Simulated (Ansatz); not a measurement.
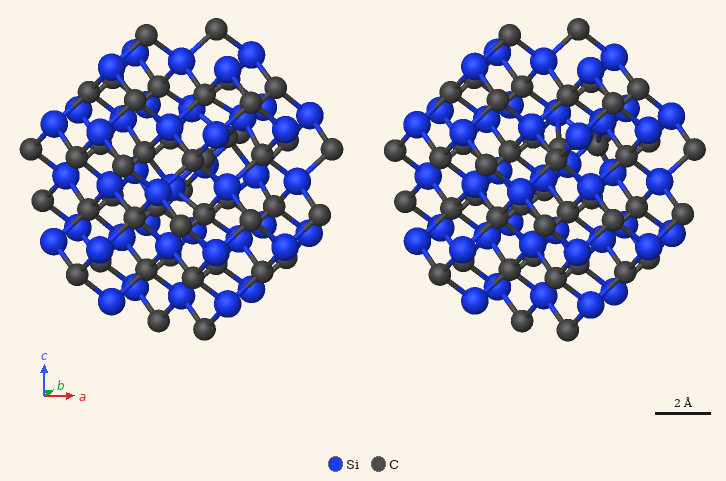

Two geometries of a defect cell of composition Si₃₂C₃₃ (cell charge +2), drawn at one scale. One is the start of a relaxation, the other its converged end. Style: ball-and-stick. Shown: the atoms within 5.8 Å of the atom that moves most (axes of the cell of the calculation (origin shifted)), slightly off an axis.

All numbers below come from DFT, PBEsol, PAW, plane waves (Ansatz). Settings: plane-wave cutoff 420 eV; k-point mesh 1 × 1 × 1; mesh shifted by (0.25, 0.25, 0.25); no spin polarisation; atoms relaxed in a fixed cell; force threshold 0.03 eV/Å; at most 80 steps.

Which one is relaxed?

Answer. The left one is the relaxed one. The energy falls by 21.836 eV per cell of the calculation in 8 geometry steps. Largest force component: 40 eV/Å at the start, 0.02 eV/Å at the end. The largest move is that of a Si atom, 0.52 Å along [−1 −1 −1]. Largest moves by element: Si 0.52 Å, C 0.49 Å. The lattice vectors keep their values. Some distances before and after: C–Si 1.267 → 1.976 Å, Si–Si 3.057 → 3.727 Å, Si–Si 3.093 → 3.728 Å, C–Si 1.254 → 1.729 Å. Among the angles between lasting bonds that change: Si–C–C 123.9° → 179.7°, Si–C–C 67.1° → 95.5°, Si–C–C 67.6° → 95.3°. Cost: 7.5 s on 1 × NVIDIA GB300 with 8 threads of Arm Neoverse-V2, peak memory 1.7 GiB.

Limits of the set-up: the cell is charged, on a uniform background, and energies carry no finite-size correction.
